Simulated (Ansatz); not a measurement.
Al

```xyz
4
Lattice="2.8213 -2.8188 0.0298 2.8212 2.8188 0.0451 -0.0582 -0.0096 3.9894" Properties=species:S:1:pos:R:3 pbc="T T T"
Al    0.0000    0.0000    0.0000
Al    1.3816   -1.4142    2.0096
Al    2.8212    0.0000    0.0374
Al    1.3815    1.4046    2.0172
```

Space group Fm-3m; a structure from a database of computed crystals, not necessarily the ambient phase; computed without spin polarisation.

Theory: Ansatz, DFT r2SCAN, scalar-relativistic, plane waves, PAW.

Question: Predict the valence pseudo-density and electron localisation function between the atoms.

Answer: Al–Al (2.82 Å): ρ at the midpoint is about 0.21 e/Å³; the ELF peaks at about 0.65 between the atoms.

Question: Metal or insulator at this level of theory?

Answer: It is gapless in this calculation (a metal or semimetal).

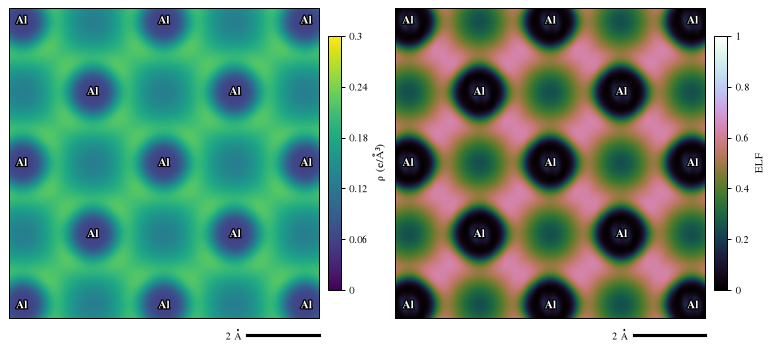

Computed valence pseudo-density and electron localisation function on the (100) plane of the conventional cell, in this order. 
